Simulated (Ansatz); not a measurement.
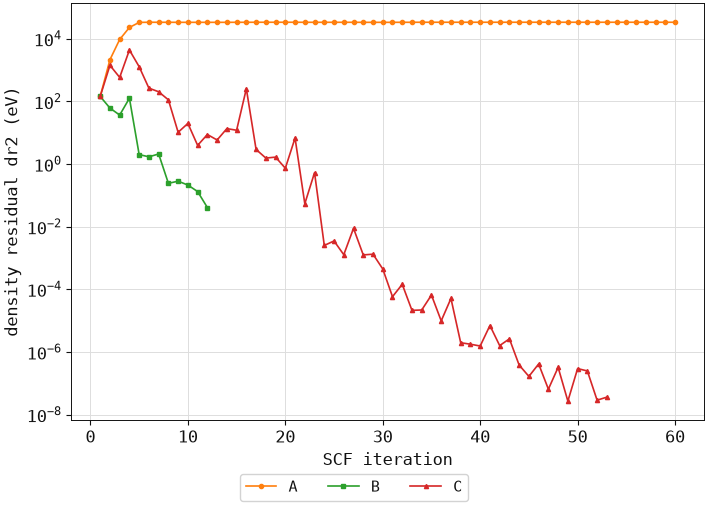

Several SCF runs on one cell, each with SCF settings of its own.
The run: Co₃O₄ (Fd-3m, 14 atoms in the cell), by DFT, PBEsol+U, PAW, plane waves, scalar-relativistic in Ansatz 0.2.0; cutoff 420 eV, 3×3×3 k-mesh, Gaussian smearing of 0.1 eV, collinear spins, U = 3.1 eV on Co d.

A: linear mixing, beta 0.9, no preconditioner
B: iteration limit 12
C: Broyden, beta 0.7, history 3, no preconditioner

Q: Which runs converged, and in how many iterations?

A: Run C converged in 53 iterations. Run A stopped unconverged after 60 (the residual grew by about 2 orders of magnitude and ended in a two-step oscillation of the energy, not drawn). Run B stopped unconverged after 12 (cut off while converging fast).
